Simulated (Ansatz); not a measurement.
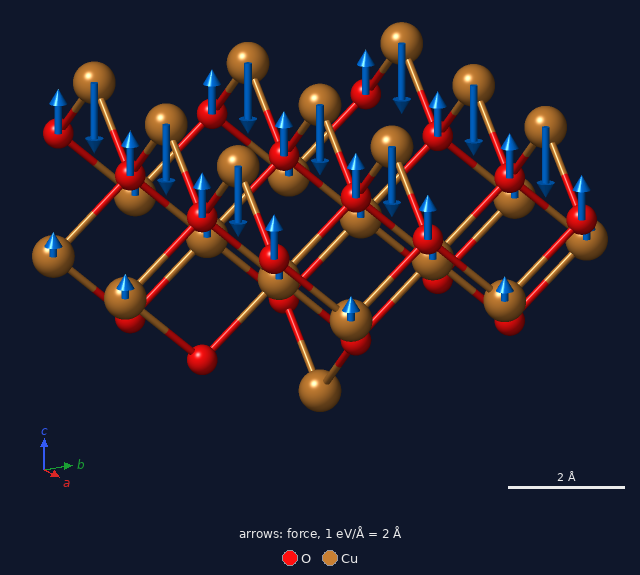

Starting geometry of a slab of composition CuO (cut from the Cccm phase) with the computed forces as blue arrows. Style: ball-and-stick. Shown: the atoms within 5.8 Å of the atom that moves most (axes of the 3 × 3 repeat of the cell, outlined in the plane, without the vacuum), from a free direction.

Case: clean slab, lower half held. The slab is the (0 0 1) face of CuO. 4 atoms are held fixed.

All numbers below come from DFT PBE, scalar-relativistic, plane waves, PAW (Ansatz). (plane-wave cutoff 420 eV; k-point mesh 10 × 10 × 1; occupations gaussian; smearing width 0.1 eV; no spin polarisation; dipole correction; atoms relaxed in a fixed cell; force threshold 0.03 eV/Å; at most 70 steps)

Q: What follows when this structure is relaxed?

A: It isn't relaxed: the largest force vector, on a Cu atom, is 0.64 eV/Å. The final displacements follow the starting forces only in part (cosine between the two patterns 0.83). Over 4 geometry steps the energy falls by 36.3 meV per cell of the calculation. The largest force component goes from 0.64 to 0.001 eV/Å. A Cu atom moves most: 0.11 Å along the normal (−c). By element the largest moves are Cu 0.11 Å, O 0.01 Å. The lattice vectors keep their values. Some distances before and after: Cu–O 1.958 → 1.886 Å. Bond angles that change, for instance: Cu–O–Cu 97.7° → 102.9°, O–Cu–O 97.7° → 102.9°. Cost: 6.2 min on 2 threads of Arm Neoverse N1, on a shared host, peak memory 0.8 GiB.
